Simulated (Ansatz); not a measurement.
```
Si O
1.0
     4.07201    0.00000    0.00000
     0.00000    5.03014    0.00000
     0.00000    0.00000    4.48296
Si O
4 8
Direct
  0.50000 0.34809 0.75000
  0.00000 0.15191 0.25000
  0.50000 0.65191 0.25000
  0.00000 0.84809 0.75000
  0.26883 0.61795 0.58036
  0.76883 0.88205 0.41964
  0.23117 0.88205 0.08036
  0.73117 0.61795 0.91964
  0.26883 0.38205 0.08036
  0.76883 0.11795 0.91964
  0.23117 0.11795 0.58036
  0.73117 0.38205 0.41964
```

Space group Pbcn; a structure from a database of computed crystals, not necessarily the ambient phase.

Computed with DFT r2SCAN, scalar-relativistic, plane waves, PAW in Ansatz 0.2.0.

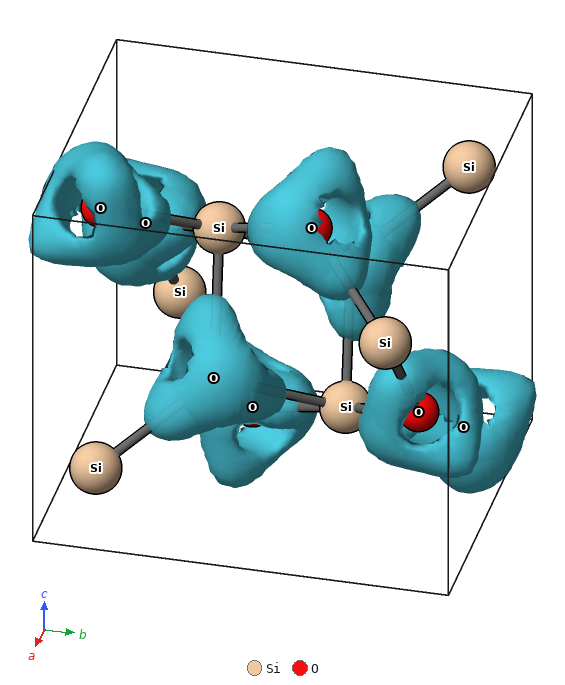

SiO2. Isosurface of the electron localisation function at 0.8 (cyan), seen at an oblique angle. Core shells and regions of very low density are left out. Sticks mark near contacts.

Core electrons are frozen (PAW), and the valence fields are smoothed inside the atomic spheres.

### Where are the electrons localised?

The surface consists of eight regions on O in which the atom's valence shell and bonds are merged, counted in one cell of 12 atoms. Any copies at cell faces, edges or corners count once.

Values along the shortest contacts:
Si–O (1.76 Å): the ELF peaks at about 0.85 between the atoms. Si–O (1.82 Å): the ELF peaks at about 0.85 between the atoms.

### Does the calculation make it a metal, or give it a gap?

It is gapped, with a Kohn–Sham gap of 6.8 eV on the k-point mesh, an upper bound to the gap of this method.
